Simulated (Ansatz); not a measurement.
# AgCl (Chlorargyrite, Fm-3m): a volume series of phonon spectra, part 2 of 3

Wanted: mode Grüneisen parameters of AgCl (Chlorargyrite) and a free-energy fit over volumes.

Experimental results on record:
- volume expansion coefficient 98.7 1e-6/K near room temperature (given in “Descriptors for thermal expansion in solids”, 2017, arXiv:1701.03966)
- heat capacity C_P per formula unit 53 J/mol/K near room temperature (given in “High-Throughput Prediction of Finite-Temperature Properties using the Quasi-Harmonic Approximation”, 2016, arXiv:1603.06924)

Ansatz 0.2.0; DFT PBE, scalar-relativistic, plane waves, PAW.

So far. Step 2 (A first coarse run): The start is under 3.9 GPa at this level and looks like an insulator or semiconductor on this mesh. Step 4 (Relaxing to small residual forces and stress): The residual pressure is -0.0019 GPa, small enough for phonons.

The database entry behind the starting cell differs from later determinations by our own check (an axis about 1.4 % short against later determinations), so it need not match the best structure at ambient conditions.

**5. Lattice dynamics at this volume, V/V0 1**

The same q-mesh and k-mesh are kept at every volume, so that much of their error can cancel in the differences.

File input.yaml:

```yaml
crystal:
  lattice:
    - [0.0, 2.8058183315, 2.8058183315]
    - [2.8058183315, 0.0, 2.8058183315]
    - [2.8058183315, 2.8058183315, 0.0]
  atoms:
    - { symbol: Ag, position: [0.0, 0.0, 0.0] }
    - { symbol: Cl, position: [0.5, 0.5, 0.5] }
kpoints:
  mp_grid: { grid: [8, 8, 8] }
hamiltonian:
  xc: pbe
scf:
  occupations: { method: fixed }
output:
  eigenvalues: true
phonons:
  method: dfpt
  dielectric: true
  rigid_motions: translations
  qmesh: [4, 4, 4]
  temperatures: { t_max: 1000, t_step: 50 }
  qpath:
    path:
      - [[0.0, 0.0, 0.0], [0.5, 0.0, 0.5], [0.625, 0.25, 0.625]]
      - [[0.375, 0.375, 0.75], [0.0, 0.0, 0.0], [0.5, 0.5, 0.5], [0.5, 0.25, 0.75], [0.5, 0.0, 0.5]]
    npoints: 10
```

Run with:

```sh
$ ansatz run input.yaml --threads 2 --pin off --max-ram 5120MiB --backend cpu --events-out ev --progress --plain --runs-dir out
```

Numbers of over 12 decimals in the logs are rounded to 6 here.

The program printed:

```text
[...]
Crystal: 2 atoms, lattice volume = 44.178 Å³
Basis set: ecut = 420 eV, 869 PW (Γ), exchange–correlation on 54×54×54 points (8 copies of the dense FFT grid, shifted against one another)
Bands: 17, of which v1, the nominal top of the filled ones, is band 13 counted from 1 (12 counted from 0)
Symmetry: 48 space group operations
k-points: 59 of 512 (irreducible under 8 space group operations, time reversal used)
[...]
SCF iter   1: F=—  HF=-8670.897789 eV  |F-HF|=—  |Δ(HF+E_count)|=         —  Δρ=4.16e-4  dr2=3.78e-5  ethr=1.77e-3  ⟨swp⟩=4.9  Hψ=4158  notcnv=0  defer=101
[...]
SCF iter   7: F=-8670.898581 eV  HF=-8670.898581 eV  |F-HF|=7.28e-12  |Δ(HF+E_count)|=   1.52e-9  Δρ=2.21e-7  dr2=1.54e-11  ethr=1.00e-12  ⟨swp⟩=8.1  Hψ=5618  notcnv=0
SCF 1 converged in 7 iterations: F = -8670.898581 eV  dr2 = 1.54e-11
[...]
DFPT response loops at Γ: preconditioner auto → none (the input reference at scf.mixing.eps_inf says where Resta's filter doesn't serve); β = 0.50; Broyden in place of MSR1
── the response to a field inside a basis, on 8×8×8 k-points: an SCF that follows is theirs, and a resumed run solves both again ──
Bands: 14, of which v1, the nominal top of the filled ones, is band 13 counted from 1 (12 counted from 0)
k-points: 60 of 512 (irreducible under 12 space group operations)
[...]
Eigensolver: Dense (60 Hₖ)
SCF iter   1: F=—  HF=-8670.895053 eV  |F-HF|=—  |Δ(HF+E_count)|=         —  Δρ=4.04e-4  dr2=7.88e-6  ethr=1.00e-1
[...]
SCF iter   4: F=-8670.895070 eV  HF=-8670.895070 eV  |F-HF|=4.09e-9  |Δ(HF+E_count)|=   3.09e-7  Δρ=1.05e-5  dr2=2.44e-8  ethr=7.08e-9
SCF 1 converged in 4 iterations: F = -8670.895070 eV  dr2 = 2.44e-8
[...]
NSCF: frozen V_eff on 29 k-points
[...]
DFPT response loops at q = (0, 0, 0.25) (fractional): preconditioner auto → Resta (q_TF=auto, 2.498 Å⁻¹)  ε∞=8.1 (no band partly filled); β = 1.00, the filter's whole step (`scf.mixing.beta` (0.50) is not read by the response loops at its default; to damp them type it under 1.00, their step now; it binds the ground state too); Broyden in place of MSR1
[...]
SCF converged after 7 iterations
Free energy (F): -8670.898581 eV
[...]
Internal energy: -8670.898581 eV  (E = F + TS)
E sigma→0 (E₀):  -8670.898581 eV
Fermi energy:    7.518392 eV
[...]
--- Band table (eV; the first three rows and the last of 59) ---
  k-point 0: bands = [... 9 lower, 5.2517, 5.3439, 5.3439, 5.3439, 8.4413, 18.2380, 18.2380, 18.2380]
  k-point 1: bands = [... 9 lower, 5.2627, 5.4841, 6.0542, 6.0542, 9.1319, 16.9527, 17.9199, 17.9199]
  k-point 2: bands = [... 9 lower, 5.3776, 5.6223, 6.7702, 6.7702, 10.4231, 15.3087, 16.6509, 16.6509]
  k-point 58: bands = [... 9 lower, 5.6348, 5.6457, 5.6575, 6.4179, 11.6654, 15.3774, 15.3774, 15.4847]
--- Phonons (Γ-DFPT): 2 representative perturbations + reference, on 59 of 512 k-points (Σ response iterations 6) ---
  k mesh reduced under 8 symmetry operations, with k and −k counted as one. Each operation leaves every solved perturbation unchanged. A smaller set is not considered because the run solves the response to a homogeneous field
  ASR residual: 1.809e-4 → 0.000e0 eV/Å²; symmetrization residual: 7.700e-6 eV/Å²
  ASR residual per site (eV/Å²): 1.81e-4 2.55e-5
  Γ frequencies (cm⁻¹): 0.00 0.00 0.00 92.00 92.00 92.00
  ε∞ (high-frequency dielectric tensor):
        4.981414    -0.000000    -0.000000
       -0.000000     4.981414    -0.000000
       -0.000000    -0.000000     4.981414
  ε⁰ (static dielectric tensor: ions relaxed, cell fixed):
       15.443245    -0.000000     0.000000
       -0.000000    15.443245    -0.000000
        0.000000    -0.000000    15.443245
  ε⁰ − ε∞ (ionic part):
       10.461831    -0.000000     0.000000
       -0.000000    10.461831    -0.000000
        0.000000    -0.000000    10.461831
  softest optical mode at Γ: 92.00 cm⁻¹; the repairs (sum rule, projections) moved no ω² at Γ by more than (0.90 cm⁻¹)²
  Born effective charges Z* (e; rows j = field, columns β = displacement):
    site 0:
         1.45649   -0.00000    0.00000
         0.00000    1.45649    0.00000
         0.00000    0.00000    1.45649
    site 1:
        -1.45649    0.00000   -0.00000
        -0.00000   -1.45649   -0.00000
        -0.00000   -0.00000   -1.45649
  Z* charge neutrality: 5.051e-4 e pre-enforcement
  solved inside a basis spanned on kpoints, on 8×8×8 k-points, its susceptibility summed on 12×12×12: ε∞ is read to err by 1.2e-2, Z* by 2.0e-2 e (field_mesh: kpoints solves on kpoints); Z* is corrected for what the basis lacks
  optical modes at Γ without the LO–TO term, one row a degenerate level:
      ω (cm⁻¹)  modes    IR ((D/Å)²/amu)
         92.00      3             5.5028
  optical modes at Γ + LO–TO along q̂ = [1.0000, 0.0000, 0.0000]:
      ω (cm⁻¹)  modes    IR ((D/Å)²/amu)
         92.00      2             3.6686
        161.99      1             1.8343
  optical modes at Γ + LO–TO along q̂ = [0.0000, 1.0000, 0.0000]:
      ω (cm⁻¹)  modes    IR ((D/Å)²/amu)
         92.00      2             3.6686
        161.99      1             1.8343
  optical modes at Γ + LO–TO along q̂ = [0.0000, 0.0000, 1.0000]:
      ω (cm⁻¹)  modes    IR ((D/Å)²/amu)
         92.00      2             3.6686
        161.99      1             1.8343
--- Phonons (arbitrary-q DFPT): 8 irreducible q on the 4×4×4 mesh ---
  q = [0.0000, 0.0000, 0.0000] (star 1, of the zone-centre solve; hermiticity 1.85e-5, symmetrization 1.12e-12): -0.00 -0.00 0.00 92.00 92.00 92.00
  q = [0.0000, 0.0000, 0.2500] (star 8, 2 solved perturbations on 288 of 512 k-point pairs; hermiticity 3.51e-6, symmetrization 5.37e-12): 24.98 24.98 68.43 75.30 75.30 170.18
[...]
q = [0.0000, 0.2500, 0.2500] (star 6, 4 solved perturbations in 528 linear systems a pass and spin channel, the states on 164 of 512 k-point pairs; hermiticity 6.35e-6, symmetrization 7.25e-13): 25.54 25.54 72.15 111.97 111.97 148.89
[...]
sum rule: each row above includes the acoustic sum rule's correction from the zone centre's row sums; it moved no ω² by more than (0.68 cm⁻¹)²
  mesh force constants: q→R imaginary residual 4.89e-18; ASR residual 1.809e-4 → 0.000e0 eV/Å²; symmetrization residual 6.661e-16 eV/Å²
  interpolated dispersion: 63 rows × 6 modes
  density of states and harmonic sums: on the 20×20×20 q-mesh, interpolated from the force constants of a 4×4×4 supercell (with the dipole–dipole term)
  largest difference from the sums on the solved wave vectors: F 1.21e-3 eV, S 6.56e-6 and C_V 4.00e-6 eV/K
  zero-point energy: 0.031637 eV/cell   skipped modes (ω ≤ 0): 3   left out of the sums: 6.25e-5 of the cell's modes: C_V's classical limit lies that fraction below 3 k_B per atom; for a crystal, a wire or a layer, F and S can be off by more, and a phonons.interpolated_qmesh denser along its periods is the remedy for the sampling
```

The job ended after 3.4 min (2 threads of Arm Neoverse V1, shared host; peak memory 1.1 GiB; 6.8 min of CPU time).

This step gave:

```
Γ frequencies                            : 0, 0, 0, 92, 92, 92 cm⁻¹ (negative: imaginary)
lowest frequency on the path             : 0 cm⁻¹
zero-point energy                        : 0.03164 eV/cell
point group                              : m-3m
highest frequency                        : 178.5 cm⁻¹
Debye temperature from the second moment : 180 K
```

LO-TO term included. Phonon branches along the path, in cm⁻¹:

```tsv
point	branch 1	branch 2	branch 3	branch 4	branch 5	branch 6
Γ	0	0	0	92	92	162
X	34	34	51	129	129	166
U	40	47	63	103	148	157
jump to K	40	47	63	103	148	157
Γ	0	0	0	92	92	162
L	16	16	54	54	93	178
W	44	44	67	118	149	149
X	34	34	51	129	129	166
```

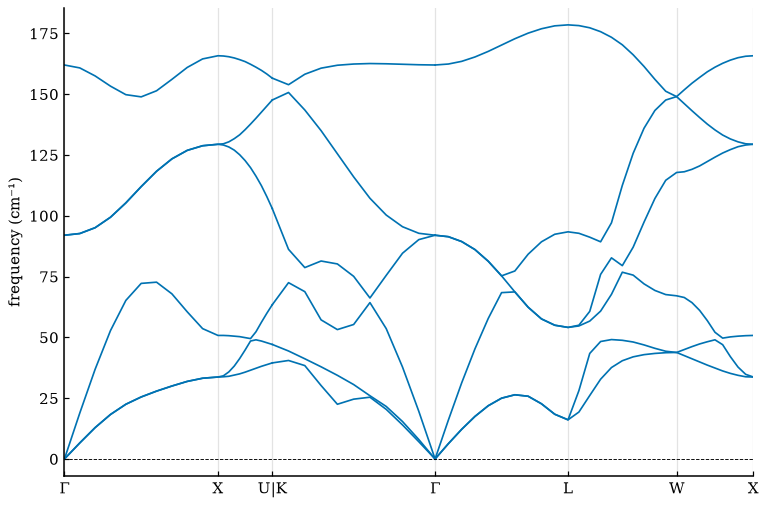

Phonon branches along the path.

The phonon density of states has structure finer than the step of the table below, so its rows give means over 10 cm⁻¹, whole bins alone (the curve runs from 1 to 179 cm⁻¹). Peaks (cm⁻¹: height): 39.0: 0.0892, 49.0: 0.0931, 55.0: 0.0528, 73.0: 0.0640, 81.0: 0.0648, 161.0: 0.0919.

Tetrahedra on 20 20 20, mean over bins of 2 cm⁻¹. Table of phonon density of states by wavenumber; means over each step:

```tsv
wavenumber (cm⁻¹)	phonon density of states (1/cm⁻¹/cell)
10	0.00221
20	0.0172
30	0.0572
40	0.0754
50	0.0612
60	0.0391
70	0.0553
80	0.0428
90	0.0327
100	0.0260
110	0.0255
120	0.0245
130	0.0218
140	0.0159
150	0.00771
160	0.0577
170	0.0326
```

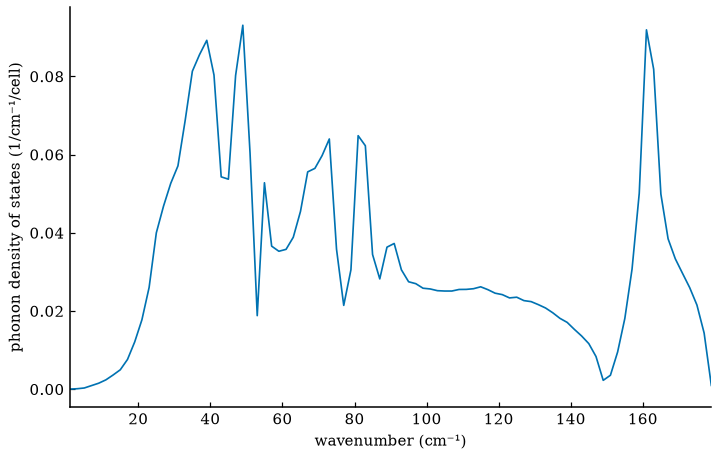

Phonon density of states, plotted against wavenumber.

Harmonic. Thermo, by row:

```tsv
T (K)	F_vib (meV/atom)	S (J/mol-atom/K)	C_V (J/mol-atom/K)
0	15.82	0	0
50	13.2	12.8	15.73
100	2.95	25.92	21.54
150	-12.98	35.04	23.28
200	-32.98	41.85	23.97
250	-56.11	47.24	24.31
300	-81.78	51.69	24.5
350	-109.6	55.48	24.62
400	-139.2	58.77	24.69
450	-170.4	61.68	24.74
500	-203.1	64.29	24.78
550	-237	66.65	24.81
600	-272.1	68.81	24.83
650	-308.3	70.8	24.85
700	-345.5	72.64	24.86
750	-383.6	74.36	24.87
800	-422.5	75.96	24.88
850	-462.3	77.47	24.89
900	-502.8	78.89	24.89
950	-544	80.24	24.9
1000	-585.9	81.52	24.9
```

The modes has structure finer than the step of the table below, so its rows give means over 10 cm⁻¹, whole bins alone (the curve runs from -10 to 194 cm⁻¹). Peaks (cm⁻¹: height): Ag 37.4: 0.0653, 48.9: 0.0665, 70.7: 0.0419, 82.2: 0.0390; Cl 34.8: 0.0216, 106.6: 0.0252, 161.6: 0.0698.

Phonopy on the run's constants, 17x17x17 mesh, Gaussian sigma 2.0 cm⁻¹. Table of modes by wavenumber; means over each step; values in 1/cm⁻¹/cell:

```tsv
wavenumber (cm⁻¹)	Ag	Cl
0	9.8e-5	3.4e-5
10	0.00180	8.3e-4
20	0.0102	0.00813
30	0.0379	0.0186
40	0.0600	0.0156
50	0.0561	0.00545
60	0.0290	0.00996
70	0.0383	0.0125
80	0.0323	0.0122
90	0.0160	0.0198
100	0.00396	0.0187
110	0.00335	0.0230
120	0.00264	0.0219
130	0.00208	0.0196
140	0.00122	0.0147
150	6.2e-4	0.00951
160	0.00295	0.0509
170	0.00136	0.0325
180	9.3e-5	0.00607
```

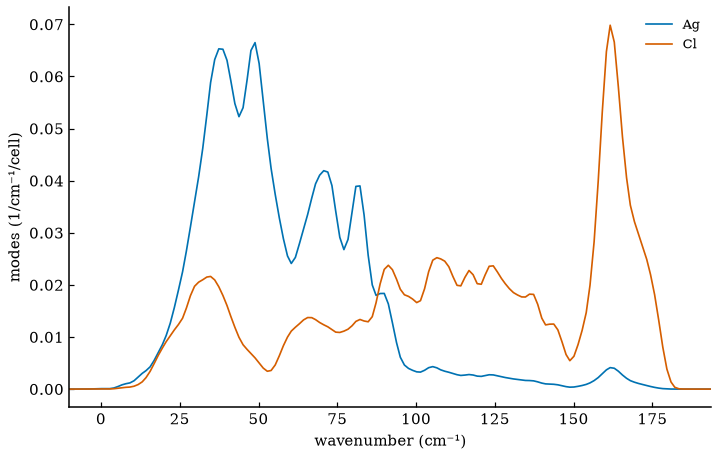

Modes against wavenumber.

Born charge (rows field, columns displacement) (e), principal values of the symmetric part by kind of site:

```tsv
atom	atoms with these values	low	middle	high	mean
Ag1	1	1.46	1.46	1.46	1.46
Cl2	1	-1.46	-1.46	-1.46	-1.46
```

In full for Cl2:

```
-1.46  0.00  0.00
 0.00 -1.46  0.00
 0.00  0.00 -1.46
```

ε∞:

```
4.98 0.00 0.00
0.00 4.98 0.00
0.00 0.00 4.98
```

No LO-TO term. Modes at Γ, with each element's share of the kinetic energy:

```tsv
mode	frequency (cm⁻¹)	symmetry	Ag %	Cl %
1	0.0	T1u	75	25
2	0.0	T1u	75	25
3	0.0	T1u	75	25
4	92.0	T1u	25	75
5	92.0	T1u	25	75
6	92.0	T1u	25	75
```

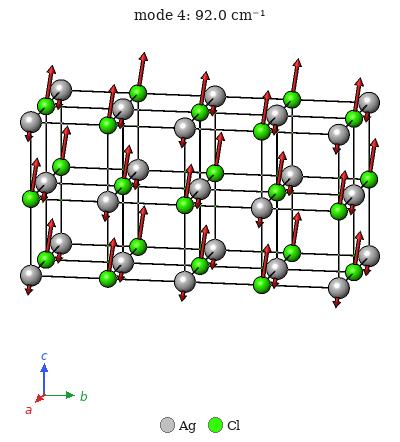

Displacement patterns of mode 4 at Γ; arrows are exaggerated. 1×2×1 conventional cells are drawn. Some periodic images of atoms are drawn too.

No mode is imaginary beyond numerical noise at the solved wavevectors.

**6. A cell at another volume, V/V0 1.015**

Symmetry fixes every atom, so a single point at the scaled cell gives the energy and pressure of this member.

The cell differs from the one that the last finished run ended in (a 3.968 → 3.988 Å, b 3.968 → 3.988 Å, c 3.968 → 3.988 Å).

input.yaml, the sections that differ from step 5:

```yaml
crystal:
  lattice:
    - [0.0, 2.8197778565, 2.8197778565]
    - [2.8197778565, 0.0, 2.8197778565]
    - [2.8197778565, 2.8197778565, 0.0]
  atoms:
    - { symbol: Ag, position: [0.0, 0.0, 0.0] }
    - { symbol: Cl, position: [0.5, 0.5, 0.5] }
output:
  forces: true
  stress: true
  eigenvalues: true
  write_density: true
  write_potential: true
  elf: true
  volumetric_format: npy
# kpoints, hamiltonian, scf: as in step 5
# phonons: removed
```

The program printed:

```text
[...]
Crystal: 2 atoms, lattice volume = 44.841 Å³
Basis set: ecut = 420 eV, 893 PW (Γ), exchange–correlation on 54×54×54 points (8 copies of the dense FFT grid, shifted against one another)
Bands: 17, of which v1, the nominal top of the filled ones, is band 13 counted from 1 (12 counted from 0)
Symmetry: 48 space group operations
[...]
k-points: 29 of 512
[...]
SCF iter   1: F=—  HF=-8670.896539 eV  |F-HF|=—  |Δ(HF+E_count)|=         —  Δρ=3.64e-4  dr2=2.55e-5  ethr=1.77e-3  ⟨swp⟩=4.9  Hψ=2043  notcnv=0  defer=47
[...]
SCF iter   6: F=-8670.897307 eV  HF=-8670.897307 eV  |F-HF|=6.91e-11  |Δ(HF+E_count)|=  5.98e-10  Δρ=1.71e-6  dr2=1.00e-9  ethr=2.36e-11  ⟨swp⟩=8.3  Hψ=3350  notcnv=0
SCF 1 converged in 6 iterations: F = -8670.897307 eV  dr2 = 1.00e-9
[...]
SCF converged after 6 iterations
Free energy (F): -8670.897307 eV
[...]
Internal energy: -8670.897307 eV  (E = F + TS)
E sigma→0 (E₀):  -8670.897307 eV
Fermi energy:    7.277185 eV
[...]
--- Stress (GPa, compression-positive) ---
       -0.601456      -0.000000       0.000000
        0.000000      -0.601456       0.000000
        0.000000       0.000000      -0.601456
  P = ⅓ Tr σ = -0.6015 GPa (-6.015 kbar)
--- Band table (eV; the first three rows and the last of 29) ---
  k-point 0: bands = [... 9 lower, 5.0640, 5.1625, 5.1625, 5.1625, 8.2064, 18.0058, 18.0058, 18.0058]
  k-point 1: bands = [... 9 lower, 5.0740, 5.2911, 5.8524, 5.8524, 8.8880, 16.7204, 17.6785, 17.6785]
  k-point 2: bands = [... 9 lower, 5.1846, 5.4241, 6.5502, 6.5502, 10.1682, 15.0692, 16.4133, 16.4133]
  k-point 28: bands = [... 9 lower, 5.4360, 5.4386, 5.4541, 6.2075, 11.4050, 15.1326, 15.1326, 15.2351]
```

Elapsed: 0.98 s, on 2 threads; peak memory 0.29 GiB.

Numbers from this step:

```
pressure          : -0.6015 GPa
gap on the k-mesh : 0.9292 eV
volume per atom   : 22.42 Å³
```

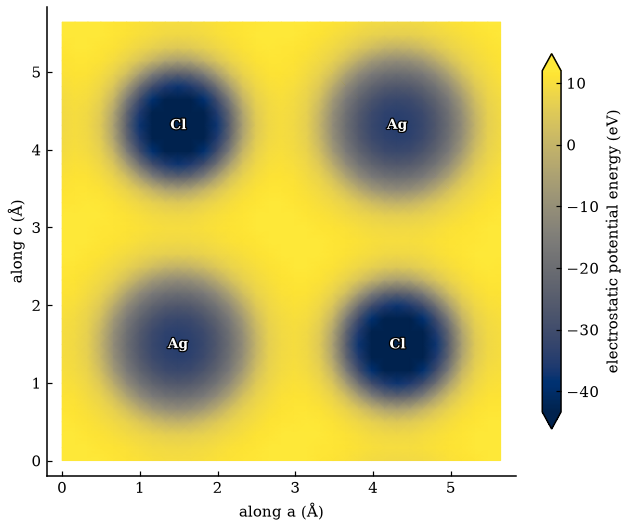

Electrostatic potential energy in the ac plane of the conventional cell at fractional y = 0.000, with atoms of Ag and Cl within 0.2 Å of it. With pseudopotentials it is smooth inside the atoms' cores, unlike the true potential. The map starts off the cell's origin, so that atoms lie inside it.

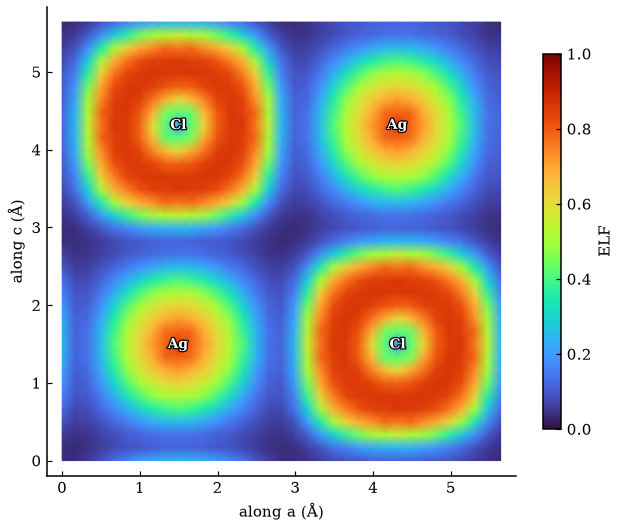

ELF in the ac plane of the conventional cell at fractional y = 0.000, with atoms of Ag and Cl within 0.2 Å of it. It is the smooth field of the valence electrons, not physical close to the nuclei. The map starts off the cell's origin, so that atoms lie inside it.

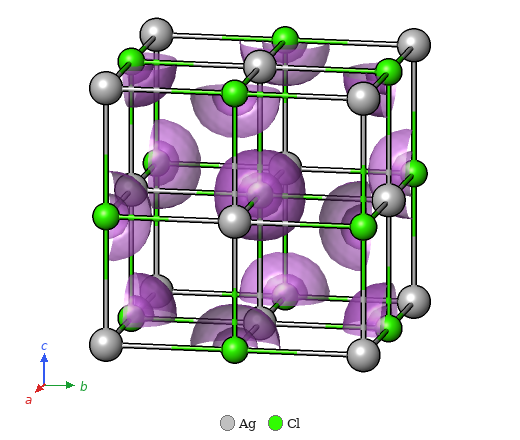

Surface of ELF = 0.79.

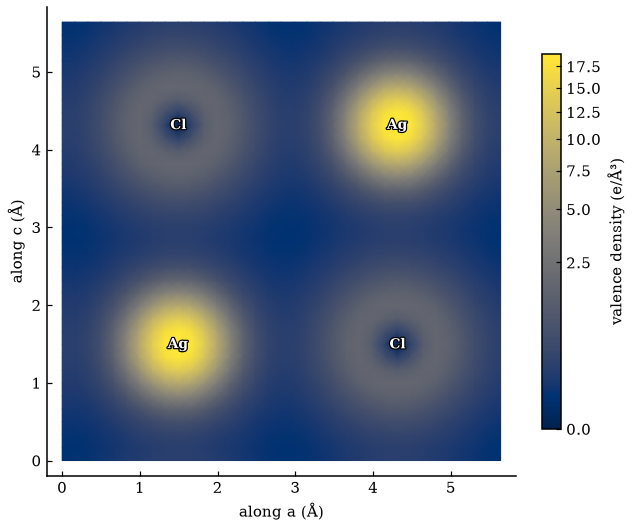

Valence density in the ac plane of the conventional cell at fractional y = 0.000, with atoms of Ag and Cl within 0.2 Å of it. It is the smooth field of the valence electrons, not physical close to the nuclei. The map starts off the cell's origin, so that atoms lie inside it. The colour scale is stretched toward low values.

At this level the gap is 0.93 eV on the k-mesh of the self-consistent run, which can miss the band edges.

**7. Lattice dynamics at this volume, V/V0 1.015**

The same q-mesh and k-mesh are kept at every volume, so that much of their error can cancel in the differences.

input.yaml, the sections that differ from step 6:

```yaml
output:
  eigenvalues: true
phonons:
  method: dfpt
  dielectric: true
  rigid_motions: translations
  qmesh: [4, 4, 4]
  temperatures: { t_max: 1000, t_step: 50 }
  qpath:
    path:
      - [[0.0, 0.0, 0.0], [0.5, 0.0, 0.5], [0.625, 0.25, 0.625]]
      - [[0.375, 0.375, 0.75], [0.0, 0.0, 0.0], [0.5, 0.5, 0.5], [0.5, 0.25, 0.75], [0.5, 0.0, 0.5]]
    npoints: 10
# crystal, kpoints, hamiltonian, scf: as in step 6
```

The program printed:

```text
[...]
Crystal: 2 atoms, lattice volume = 44.841 Å³
Basis set: ecut = 420 eV, 893 PW (Γ), exchange–correlation on 54×54×54 points (8 copies of the dense FFT grid, shifted against one another)
Bands: 17, of which v1, the nominal top of the filled ones, is band 13 counted from 1 (12 counted from 0)
Symmetry: 48 space group operations
k-points: 59 of 512 (irreducible under 8 space group operations, time reversal used)
[...]
interpolated dispersion: 63 rows × 6 modes
[...]
zero-point energy: 0.030132 eV/cell   skipped modes (ω ≤ 0): 23, of them read as no rigid motion or as one in doubt: 20 (4.400e-2 modes/cell left out, lowest -22.09 cm⁻¹)   left out of the sums: 7.40e-3 of the cell's modes: C_V's classical limit lies that fraction below 3 k_B per atom; for a crystal, a wire or a layer, F and S can be off by more, and a phonons.interpolated_qmesh denser along its periods is the remedy for the sampling
[key lines of the parts left out:]
SCF converged after 8 iterations
Free energy (F): -8670.897307 eV
Fermi energy:    7.277166 eV
```

Run time: 3.5 min. Hardware: 2 threads; peak memory 1.1 GiB; 7 min of CPU time.

LO-TO term included. The phonon branches at the labelled points (cm⁻¹):

```tsv
point	branch 1	branch 2	branch 3	branch 4	branch 5	branch 6
Γ	0	0	0	85	85	158
X	34	34	50	123	123	160
U	39	47	62	96	142	151
jump to K	39	47	62	96	142	151
Γ	0	0	0	85	85	158
L	-22	-22	51	51	91	174
W	44	44	64	113	143	143
X	34	34	50	123	123	160
```

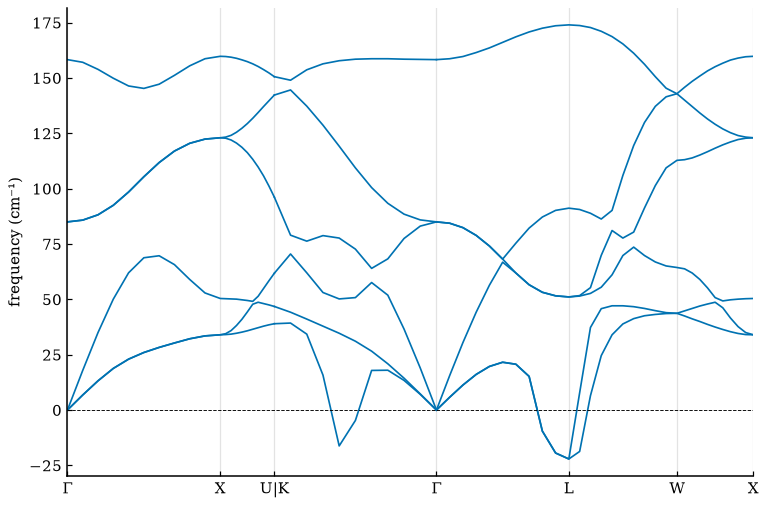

Phonon branches along the path.

The lowest solved frequency is -22.1 cm⁻¹, so the cell is unstable here and gives no valid free energy. The highest zone-centre mode (no LO–TO term) moved by -7.6 % for a volume change of +1.5 %.

(Part 2 of 3 ends here.)

[Logs are printed without paths, hosts, clocks, repeated set-up lines and the standing remarks that a program may print on its own settings, such as how far it seeks lower states.]

[Hosts, paths, dates, database ids (printed as entryN), source tags and the programs' standing remarks are cut or masked in the printed files.]

[A step with changed settings may run another functional than the one named; its input shows which.]

[Of the runs on displaced cells, only some may be shown.]
